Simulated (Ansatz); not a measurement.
## MoS$_{2}$: single-point calculation (part 2 of 3)

MoS$_{2}$ (slab, 15 atoms in the cell); DFT PBEsol, scalar-relativistic, plane waves, PAW, no spin polarisation (Ansatz 0.2.0); cutoff 420 eV, 9×9×1 k-mesh, Gaussian smearing of 0.05 eV. The structure derives from an entry of the Crystallography Open Database. It belongs to a series of runs on one base structure; here: field: 1.5.

Geometry of the input (Å; fractional positions):
```
3.1414  0.0000  0.0000
-1.5707  2.7206  0.0000
0.0000  0.0000  43.2758
S  0.3333  0.6667  0.1733
Mo 0.6667  0.3333  0.2093
S  0.3333  0.6667  0.2454
S  0.6667  0.3333  0.3186
Mo 0.3333  0.6667  0.3547
S  0.6667  0.3333  0.3907
S  0.3333  0.6667  0.4640
Mo 0.6667  0.3333  0.5000
S  0.3333  0.6667  0.5360
S  0.6667  0.3333  0.6093
Mo 0.3333  0.6667  0.6453
S  0.6667  0.3333  0.6814
S  0.3333  0.6667  0.7546
Mo 0.6667  0.3333  0.7907
S  0.3333  0.6667  0.8267
```

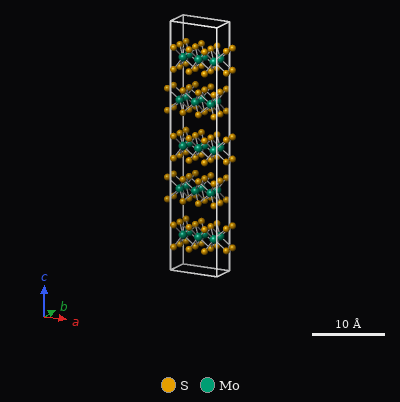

Figure 1. The input geometry (ball-and-stick view of the 3 × 2 repeat of the cell, with the vacuum cut short, seen slightly off an axis; bonded neighbours outside the cell are drawn too). An atom can appear more than once, as a periodic image.

Log, continued:
```
SCF iter   1: F=—  HF=-33362.312319 eV  |F-HF|=—  |Δ(HF+E_count)|=         —  Δρ=7.75e-2  dr2=4.19e2  ethr=3.10e-3  p=2.508 e·Å  D=1.23e0 V/Å  ΔV_dip=-53.09 eV  dr2_dipole=5.43e2  V_vac-E_F(+/−)=11.71/6.63 eV  ⟨swp⟩=9.3  Hψ=5059  notcnv=0  defer=1
efield: sawtooth ramp at fractional position 0.9800 (placed from the atoms, in the widest stretch of the axis that holds none; the zero of the levels goes with the place), width 0.0400; the density the first Hamiltonian is built on has a dipole p = 2.508 e·Å; the dipole correction subtracts the counter field D = 1.23e0 V/Å, which shifts the + side's vacuum level by -53.09 eV against the − side's; the planar-averaged density in the ramp window peaks in size at 6.2e-3 e/Å³
preconditioner: auto → LDOS  [metal: Δε(μ)=0.019 eV  Ē_g=8.316 eV  σ=0.050 eV  W_gap=0.21  n_scr=30 (ndim 8)  ℏωp=18.3 eV  f_vac=0.273  D(μ)=11.92/eV (n_scr^D=86)  β→1.0]
SCF iter   2: F=—  HF=-62236.809519 eV  |F-HF|=—  |Δ(HF+E_count)|=    2.89e4  Δρ=1.07e0  dr2=6.51e5  ethr=3.10e-3  p=-14.320 e·Å  D=-7.01e0 V/Å  ΔV_dip=303.20 eV  dr2_dipole=9.18e5  V_vac-E_F(+/−)=308.68/-52.28 eV  ⟨swp⟩=46.0  Hψ=45887  notcnv=43  defer=160  recentre
SCF iter   3: F=—  HF=-33407.321309 eV  |F-HF|=—  |Δ(HF+E_count)|=    2.88e4  Δρ=1.69e-1  dr2=1.38e4  ethr=3.10e-3  p=2.021 e·Å  D=9.89e-1 V/Å  ΔV_dip=-42.80 eV  dr2_dipole=1.07e4  V_vac-E_F(+/−)=18.27/3.26 eV  ⟨swp⟩=26.7  Hψ=25722  notcnv=0  defer=88
SCF iter   4: F=—  HF=-33359.294283 eV  |F-HF|=—  |Δ(HF+E_count)|=    4.80e1  Δρ=6.84e-2  dr2=6.58e2  ethr=3.10e-3  p=2.450 e·Å  D=1.20e0 V/Å  ΔV_dip=-51.87 eV  dr2_dipole=2.21e2  V_vac-E_F(+/−)=15.29/8.92 eV  ⟨swp⟩=13.7  Hψ=7180  notcnv=0  defer=66
SCF iter   5: F=—  HF=-33356.602239 eV  |F-HF|=—  |Δ(HF+E_count)|=    2.69e0  Δρ=5.53e-2  dr2=6.99e2  ethr=3.10e-3  p=2.394 e·Å  D=1.17e0 V/Å  ΔV_dip=-50.68 eV  dr2_dipole=5.00e2  V_vac-E_F(+/−)=15.66/8.06 eV  ⟨swp⟩=5.8  Hψ=2871  notcnv=0  defer=70
SCF iter   6: F=—  HF=-33354.263525 eV  |F-HF|=—  |Δ(HF+E_count)|=    2.34e0  Δρ=4.02e-2  dr2=1.97e2  ethr=3.10e-3  p=2.272 e·Å  D=1.11e0 V/Å  ΔV_dip=-48.11 eV  dr2_dipole=1.92e2  V_vac-E_F(+/−)=14.90/4.75 eV  ⟨swp⟩=9.4  Hψ=3487  notcnv=0  defer=70
SCF iter   7: F=—  HF=-33352.951602 eV  |F-HF|=—  |Δ(HF+E_count)|=    1.31e0  Δρ=2.00e-2  dr2=2.88e0  ethr=3.10e-3  p=2.291 e·Å  D=1.12e0 V/Å  ΔV_dip=-48.51 eV  dr2_dipole=9.99e-1  V_vac-E_F(+/−)=13.04/3.61 eV  ⟨swp⟩=10.2  Hψ=3225  notcnv=0  defer=105
SCF iter   8: F=—  HF=-33353.053372 eV  |F-HF|=—  |Δ(HF+E_count)|=   1.02e-1  Δρ=1.35e-2  dr2=4.89e0  ethr=2.22e-3  p=2.347 e·Å  D=1.15e0 V/Å  ΔV_dip=-49.70 eV  dr2_dipole=2.48e0  V_vac-E_F(+/−)=11.82/3.72 eV  ⟨swp⟩=14.4  Hψ=4361  notcnv=0  defer=112
SCF iter   9: F=—  HF=-33352.563979 eV  |F-HF|=—  |Δ(HF+E_count)|=   4.89e-1  Δρ=7.14e-3  dr2=7.84e-1  ethr=2.22e-3  p=2.258 e·Å  D=1.10e0 V/Å  ΔV_dip=-47.81 eV  dr2_dipole=1.27e0  V_vac-E_F(+/−)=12.33/2.37 eV  ⟨swp⟩=6.5  Hψ=1949  notcnv=0  defer=104
SCF iter  10: F=—  HF=-33352.807109 eV  |F-HF|=—  |Δ(HF+E_count)|=   2.43e-1  Δρ=1.03e-2  dr2=1.89e1  ethr=6.03e-4  p=2.165 e·Å  D=1.06e0 V/Å  ΔV_dip=-45.83 eV  dr2_dipole=8.41e0  V_vac-E_F(+/−)=11.64/-0.23 eV  ⟨swp⟩=12.2  Hψ=4220  notcnv=0  defer=111  recentre
SCF iter  11: F=—  HF=-33352.531820 eV  |F-HF|=—  |Δ(HF+E_count)|=   2.75e-1  Δρ=4.37e-3  dr2=8.78e-1  ethr=6.03e-4  p=2.211 e·Å  D=1.08e0 V/Å  ΔV_dip=-46.82 eV  dr2_dipole=1.10e0  V_vac-E_F(+/−)=12.07/1.15 eV  ⟨swp⟩=7.8  Hψ=2274  notcnv=0  defer=111
SCF iter  12: F=—  HF=-33352.523092 eV  |F-HF|=—  |Δ(HF+E_count)|=   8.73e-3  Δρ=2.32e-3  dr2=7.84e-1  ethr=6.03e-4  p=2.210 e·Å  D=1.08e0 V/Å  ΔV_dip=-46.79 eV  dr2_dipole=1.16e0  V_vac-E_F(+/−)=11.96/1.02 eV  ⟨swp⟩=5.6  Hψ=1424  notcnv=0  defer=115
SCF iter  13: F=—  HF=-33352.529605 eV  |F-HF|=—  |Δ(HF+E_count)|=   6.51e-3  Δρ=2.06e-3  dr2=1.21e0  ethr=6.03e-4  p=2.195 e·Å  D=1.07e0 V/Å  ΔV_dip=-46.48 eV  dr2_dipole=1.45e0  V_vac-E_F(+/−)=11.87/0.61 eV  ⟨swp⟩=5.5  Hψ=1407  notcnv=0  defer=114
SCF iter  14: F=—  HF=-33352.528591 eV  |F-HF|=—  |Δ(HF+E_count)|=   1.01e-3  Δρ=2.05e-3  dr2=8.21e-1  ethr=6.03e-4  p=2.208 e·Å  D=1.08e0 V/Å  ΔV_dip=-46.76 eV  dr2_dipole=1.17e0  V_vac-E_F(+/−)=11.94/0.97 eV  ⟨swp⟩=4.8  Hψ=1367  notcnv=0  defer=112
SCF iter  15: F=—  HF=-33352.526911 eV  |F-HF|=—  |Δ(HF+E_count)|=   1.68e-3  Δρ=2.25e-3  dr2=1.01e0  ethr=6.03e-4  p=2.193 e·Å  D=1.07e0 V/Å  ΔV_dip=-46.43 eV  dr2_dipole=1.23e0  V_vac-E_F(+/−)=11.94/0.65 eV  ⟨swp⟩=4.6  Hψ=1072  notcnv=0  defer=105
SCF iter  16: F=—  HF=-33352.529526 eV  |F-HF|=—  |Δ(HF+E_count)|=   2.61e-3  Δρ=2.96e-3  dr2=1.37e0  ethr=6.03e-4  p=2.173 e·Å  D=1.06e0 V/Å  ΔV_dip=-46.02 eV  dr2_dipole=1.25e0  V_vac-E_F(+/−)=11.90/0.23 eV  ⟨swp⟩=5.7  Hψ=1475  notcnv=0  defer=104
SCF iter  17: F=—  HF=-33352.521127 eV  |F-HF|=—  |Δ(HF+E_count)|=   8.40e-3  Δρ=2.79e-3  dr2=1.18e0  ethr=6.03e-4  p=2.183 e·Å  D=1.07e0 V/Å  ΔV_dip=-46.23 eV  dr2_dipole=1.37e0  V_vac-E_F(+/−)=11.87/0.41 eV  ⟨swp⟩=4.8  Hψ=1196  notcnv=0  defer=102
SCF iter  18: F=—  HF=-33352.507679 eV  |F-HF|=—  |Δ(HF+E_count)|=   1.34e-2  Δρ=2.85e-3  dr2=9.67e-1  ethr=6.03e-4  p=2.166 e·Å  D=1.06e0 V/Å  ΔV_dip=-45.85 eV  dr2_dipole=7.64e-1  V_vac-E_F(+/−)=11.99/0.11 eV  ⟨swp⟩=5.9  Hψ=1452  notcnv=0  defer=101
SCF iter  19: F=—  HF=-33352.477510 eV  |F-HF|=—  |Δ(HF+E_count)|=   3.02e-2  Δρ=2.76e-3  dr2=6.39e-1  ethr=6.03e-4  p=2.184 e·Å  D=1.07e0 V/Å  ΔV_dip=-46.24 eV  dr2_dipole=9.27e-1  V_vac-E_F(+/−)=12.11/0.59 eV  ⟨swp⟩=4.7  Hψ=1412  notcnv=0  defer=103
SCF iter  20: F=—  HF=-33352.421956 eV  |F-HF|=—  |Δ(HF+E_count)|=   5.56e-2  Δρ=3.51e-3  dr2=5.36e-1  ethr=4.92e-4  p=2.156 e·Å  D=1.05e0 V/Å  ΔV_dip=-45.65 eV  dr2_dipole=7.08e-1  V_vac-E_F(+/−)=12.55/0.41 eV  ⟨swp⟩=5.1  Hψ=1592  notcnv=0  defer=113
SCF iter  21: F=—  HF=-33352.369616 eV  |F-HF|=—  |Δ(HF+E_count)|=   5.23e-2  Δρ=4.93e-3  dr2=2.89e0  ethr=4.12e-4  p=2.091 e·Å  D=1.02e0 V/Å  ΔV_dip=-44.27 eV  dr2_dipole=4.40e0  V_vac-E_F(+/−)=13.79/0.22 eV  ⟨swp⟩=10.9  Hψ=3395  notcnv=0  defer=123  recentre
SCF iter  22: F=—  HF=-33352.449566 eV  |F-HF|=—  |Δ(HF+E_count)|=   8.00e-2  Δρ=1.98e-3  dr2=5.26e-1  ethr=4.12e-4  p=2.177 e·Å  D=1.07e0 V/Å  ΔV_dip=-46.10 eV  dr2_dipole=8.48e-1  V_vac-E_F(+/−)=12.25/0.58 eV  ⟨swp⟩=6.9  Hψ=1786  notcnv=0  defer=112
SCF iter  23: F=—  HF=-33352.425948 eV  |F-HF|=—  |Δ(HF+E_count)|=   2.36e-2  Δρ=1.86e-3  dr2=4.84e-1  ethr=4.04e-4  p=2.158 e·Å  D=1.06e0 V/Å  ΔV_dip=-45.70 eV  dr2_dipole=7.75e-1  V_vac-E_F(+/−)=12.47/0.40 eV  ⟨swp⟩=5.6  Hψ=1573  notcnv=0  defer=108
SCF iter  24: F=—  HF=-33352.375650 eV  |F-HF|=—  |Δ(HF+E_count)|=   5.03e-2  Δρ=1.56e-3  dr2=3.86e-1  ethr=3.72e-4  p=2.115 e·Å  D=1.03e0 V/Å  ΔV_dip=-44.79 eV  dr2_dipole=6.13e-1  V_vac-E_F(+/−)=13.03/0.06 eV  ⟨swp⟩=6.2  Hψ=1904  notcnv=0  defer=121
SCF iter  25: F=—  HF=-33352.339552 eV  |F-HF|=—  |Δ(HF+E_count)|=   3.61e-2  Δρ=1.26e-3  dr2=2.36e-1  ethr=2.97e-4  p=2.083 e·Å  D=1.02e0 V/Å  ΔV_dip=-44.11 eV  dr2_dipole=3.88e-1  V_vac-E_F(+/−)=13.36/-0.27 eV  ⟨swp⟩=6.4  Hψ=1633  notcnv=0  defer=116
SCF iter  26: F=—  HF=-33352.337118 eV  |F-HF|=—  |Δ(HF+E_count)|=   2.43e-3  Δρ=2.03e-3  dr2=1.13e0  ethr=1.82e-4  p=2.064 e·Å  D=1.01e0 V/Å  ΔV_dip=-43.71 eV  dr2_dipole=1.71e0  V_vac-E_F(+/−)=13.64/-0.40 eV  ⟨swp⟩=6.7  Hψ=1331  notcnv=0  defer=111  recentre
SCF iter  27: F=—  HF=-33352.355672 eV  |F-HF|=—  |Δ(HF+E_count)|=   1.86e-2  Δρ=1.19e-3  dr2=3.13e-1  ethr=1.82e-4  p=2.097 e·Å  D=1.03e0 V/Å  ΔV_dip=-44.40 eV  dr2_dipole=5.16e-1  V_vac-E_F(+/−)=13.20/-0.14 eV  ⟨swp⟩=6.0  Hψ=1432  notcnv=0  defer=106
SCF iter  28: F=—  HF=-33352.359740 eV  |F-HF|=—  |Δ(HF+E_count)|=   4.07e-3  Δρ=1.13e-3  dr2=3.30e-1  ethr=1.82e-4  p=2.098 e·Å  D=1.03e0 V/Å  ΔV_dip=-44.42 eV  dr2_dipole=5.22e-1  V_vac-E_F(+/−)=13.18/-0.13 eV  ⟨swp⟩=3.6  Hψ=1118  notcnv=0  defer=96
SCF iter  29: F=—  HF=-33352.347420 eV  |F-HF|=—  |Δ(HF+E_count)|=   1.23e-2  Δρ=1.08e-3  dr2=3.10e-1  ethr=1.82e-4  p=2.087 e·Å  D=1.02e0 V/Å  ΔV_dip=-44.18 eV  dr2_dipole=4.86e-1  V_vac-E_F(+/−)=13.29/-0.26 eV  ⟨swp⟩=3.8  Hψ=1004  notcnv=0  defer=96
SCF iter  30: F=—  HF=-33352.336691 eV  |F-HF|=—  |Δ(HF+E_count)|=   1.07e-2  Δρ=6.02e-4  dr2=1.09e-1  ethr=1.82e-4  p=2.076 e·Å  D=1.02e0 V/Å  ΔV_dip=-43.95 eV  dr2_dipole=1.76e-1  V_vac-E_F(+/−)=13.43/-0.35 eV  ⟨swp⟩=4.5  Hψ=1113  notcnv=0  defer=97
SCF iter  31: F=—  HF=-33352.332648 eV  |F-HF|=—  |Δ(HF+E_count)|=   4.04e-3  Δρ=6.97e-4  dr2=1.10e-1  ethr=8.39e-5  p=2.064 e·Å  D=1.01e0 V/Å  ΔV_dip=-43.69 eV  dr2_dipole=1.76e-1  V_vac-E_F(+/−)=13.62/-0.42 eV  ⟨swp⟩=3.9  Hψ=1054  notcnv=0  defer=96
SCF iter  32: F=—  HF=-33352.333926 eV  |F-HF|=—  |Δ(HF+E_count)|=   1.28e-3  Δρ=1.13e-3  dr2=3.60e-1  ethr=8.39e-5  p=2.062 e·Å  D=1.01e0 V/Å  ΔV_dip=-43.67 eV  dr2_dipole=5.77e-1  V_vac-E_F(+/−)=13.63/-0.44 eV  ⟨swp⟩=4.2  Hψ=1038  notcnv=0  defer=89  recentre
SCF iter  33: F=—  HF=-33352.332384 eV  |F-HF|=—  |Δ(HF+E_count)|=   1.54e-3  Δρ=2.94e-4  dr2=2.48e-2  ethr=8.39e-5  p=2.067 e·Å  D=1.01e0 V/Å  ΔV_dip=-43.77 eV  dr2_dipole=3.81e-2  V_vac-E_F(+/−)=13.57/-0.39 eV  ⟨swp⟩=2.2  Hψ=908  notcnv=0  defer=86
SCF iter  34: F=—  HF=-33352.333028 eV  |F-HF|=—  |Δ(HF+E_count)|=   6.44e-4  Δρ=7.74e-4  dr2=1.63e-1  ethr=1.91e-5  p=2.064 e·Å  D=1.01e0 V/Å  ΔV_dip=-43.69 eV  dr2_dipole=2.59e-1  V_vac-E_F(+/−)=13.61/-0.43 eV  ⟨swp⟩=2.0  Hψ=922  notcnv=0  defer=86  recentre
SCF iter  35: F=—  HF=-33352.332688 eV  |F-HF|=—  |Δ(HF+E_count)|=   3.40e-4  Δρ=6.16e-4  dr2=9.83e-2  ethr=1.91e-5  p=2.064 e·Å  D=1.01e0 V/Å  ΔV_dip=-43.70 eV  dr2_dipole=1.56e-1  V_vac-E_F(+/−)=13.61/-0.43 eV  ⟨swp⟩=1.8  Hψ=902  notcnv=0  defer=86
SCF iter  36: F=—  HF=-33352.332696 eV  |F-HF|=—  |Δ(HF+E_count)|=   7.59e-6  Δρ=4.06e-4  dr2=4.53e-2  ethr=1.91e-5  p=2.068 e·Å  D=1.01e0 V/Å  ΔV_dip=-43.79 eV  dr2_dipole=7.13e-2  V_vac-E_F(+/−)=13.55/-0.38 eV  ⟨swp⟩=1.5  Hψ=881  notcnv=0  defer=84
SCF iter  37: F=—  HF=-33352.332233 eV  |F-HF|=—  |Δ(HF+E_count)|=   4.63e-4  Δρ=2.01e-4  dr2=1.16e-2  ethr=1.91e-5  p=2.067 e·Å  D=1.01e0 V/Å  ΔV_dip=-43.76 eV  dr2_dipole=1.84e-2  V_vac-E_F(+/−)=13.57/-0.39 eV  ⟨swp⟩=1.2  Hψ=1070  notcnv=0  defer=83
SCF iter  38: F=—  HF=-33352.332194 eV  |F-HF|=—  |Δ(HF+E_count)|=   3.92e-5  Δρ=1.65e-4  dr2=8.12e-3  ethr=8.90e-6  p=2.067 e·Å  D=1.01e0 V/Å  ΔV_dip=-43.76 eV  dr2_dipole=1.29e-2  V_vac-E_F(+/−)=13.57/-0.40 eV  ⟨swp⟩=1.1  Hψ=895  notcnv=0  defer=83
SCF iter  39: F=—  HF=-33352.332124 eV  |F-HF|=—  |Δ(HF+E_count)|=   7.01e-5  Δρ=7.50e-5  dr2=1.73e-3  ethr=6.25e-6  p=2.066 e·Å  D=1.01e0 V/Å  ΔV_dip=-43.75 eV  dr2_dipole=2.77e-3  V_vac-E_F(+/−)=13.58/-0.40 eV  ⟨swp⟩=1.1  Hψ=876  notcnv=0  defer=83
SCF iter  40: F=—  HF=-33352.331682 eV  |F-HF|=—  |Δ(HF+E_count)|=   4.41e-4  Δρ=4.14e-5  dr2=3.98e-5  ethr=7.69e-7  p=2.066 e·Å  D=1.01e0 V/Å  ΔV_dip=-43.74 eV  dr2_dipole=2.71e-5  V_vac-E_F(+/−)=13.58/-0.40 eV  ⟨swp⟩=21.6  Hψ=8118  notcnv=0
Mixer restart at iter 40: flushing history
iteration 40: the SCF's residuals had fallen too slowly under its mixing. It goes on by minimising its free energy, and can end on another state than longer mixing would; under `scf.algorithm: density_mixing` no SCF does so, but by `scf.convergence.dm_fallback`
SCF iter  41: F=—  HF=-33352.331682 eV  |F-HF|=—  |Δ(HF+E_count)|=   7.42e-7  Δρ=3.75e-5  dr2=2.14e-5  ethr=3.06e-8  p=2.066 e·Å  D=1.01e0 V/Å  ΔV_dip=-43.74 eV  dr2_dipole=1.81e-6  V_vac-E_F(+/−)=13.58/-0.41 eV  ⟨swp⟩=8.8  Hψ=4550  notcnv=0
SCF iter  42: F=—  HF=-33352.331679 eV  |F-HF|=—  |Δ(HF+E_count)|=   2.31e-6  Δρ=5.95e-6  dr2=7.09e-7  ethr=1.64e-8  p=2.066 e·Å  D=1.01e0 V/Å  ΔV_dip=-43.74 eV  dr2_dipole=1.71e-9  V_vac-E_F(+/−)=13.58/-0.41 eV  ⟨swp⟩=4.1  Hψ=2433  notcnv=0
SCF iter  43: F=—  HF=-33352.331679 eV  |F-HF|=—  |Δ(HF+E_count)|=   6.47e-8  Δρ=1.72e-6  dr2=4.04e-8  ethr=7.69e-11  p=2.066 e·Å  D=1.01e0 V/Å  ΔV_dip=-43.74 eV  dr2_dipole=6.12e-11  V_vac-E_F(+/−)=13.58/-0.41 eV  ⟨swp⟩=5.0  Hψ=3932  notcnv=0
SCF iter  44: F=-33352.331679 eV  HF=-33352.331679 eV  |F-HF|=7.25e-9  |Δ(HF+E_count)|=   6.10e-9  Δρ=2.89e-7  dr2=4.42e-9  ethr=3.11e-11  p=2.066 e·Å  D=1.01e0 V/Å  ΔV_dip=-43.74 eV  dr2_dipole=2.97e-9  V_vac-E_F(+/−)=13.58/-0.41 eV  ⟨swp⟩=3.5  Hψ=3225  notcnv=0
SCF iter  45: F=-33352.331679 eV  HF=-33352.331679 eV  |F-HF|=7.40e-9  |Δ(HF+E_count)|=  1.46e-11  Δρ=2.93e-7  dr2=4.47e-9  ethr=3.40e-12  p=2.066 e·Å  D=1.01e0 V/Å  ΔV_dip=-43.74 eV  dr2_dipole=2.97e-9  V_vac-E_F(+/−)=13.58/-0.41 eV  ⟨swp⟩=2.8  Hψ=3163  notcnv=0
WARN: efield: at this solve's end the planar-averaged density reaches 4.94e-5 e/Å³ inside the ramp window [0.9569, 0.0774] (bound 1e-5 e/Å³); the window's nearer edge stands 4.15 Å from this solve's nearest atom along the axis. Its free energy, forces, stress, dipole, levels and responses can be off, and this figure does not tell by how much. A short vacuum, a low `basis.ecutwfc` or `basis.ecutrho_ratio` and negative occupations (`scf.occupations.method`) can put density there. See the manual's quickstart, § The vacuum guard
SCF 1 converged in 45 iterations: F = -33352.331679 eV  dr2 = 4.47e-9
  greatest PAW one-centre occupation: 0.999 electrons in one spin orbital (limit 2), on the Mo atom at site 1 (counted from 0), in its partial waves of l = 0
SCF converged after 45 iterations
Free energy (F): -33352.331679 eV
Harris-Foulkes:  -33352.331679 eV  (|F-HF|=7.40e-9)
Internal energy: -33352.328213 eV  (E = F + TS)
E sigma→0 (E₀):  -33352.329946 eV
Entropy (-TS):   -0.003466 eV (-0.231 meV/atom)
Fermi energy:    6.615798 eV
Dipole field:    D = 1.010779 V/Å  (p = 2.065978 e·Å, saw-weighted, corrected)
Work function:   not extracted (applied field tilts the vacuum); planar V_es + V_field profile in the machine report
Levels:          The Fermi level and band energies are counted from a zero that moves with the ramp; work functions are not
Vacuum region:   at the solve's end the planar-averaged density reaches 4.94e-5 e/Å³ inside the ramp window [0.9569, 0.0774] (bound 1e-5 e/Å³)
```
